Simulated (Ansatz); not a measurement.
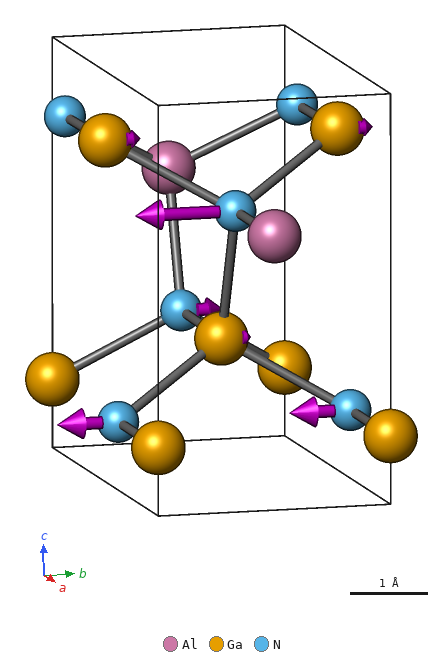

One vibrational mode of a crystal of AlGa$_{3}$N$_{4}$ at the zone centre. The purple arrows give the relative displacements of the atoms. The picture is a ball-and-stick view of the cell of the calculation, seen slightly off an axis.

Theory: DFT LDA, scalar-relativistic, plane waves, PAW in Ansatz 0.2.0. Settings: plane-wave cutoff 420 eV; k-point mesh 6 × 8 × 6; occupations fixed; no spin polarisation.

Frequencies are those without the non-analytic (LO–TO) term.

### Give the symmetry, activity and frequency of this mode.

This is the A″ mode at 570 cm⁻¹, optical level 11 of 20, counted from below, infrared- and Raman-active by symmetry. The Al atoms hardly move; all motion is along b; it stretches the Ga–N bonds (1.93 Å); the kinetic energy is shared as N 87 %, Ga 13 %. Its infrared intensity is 15 (D/Å)²/amu.
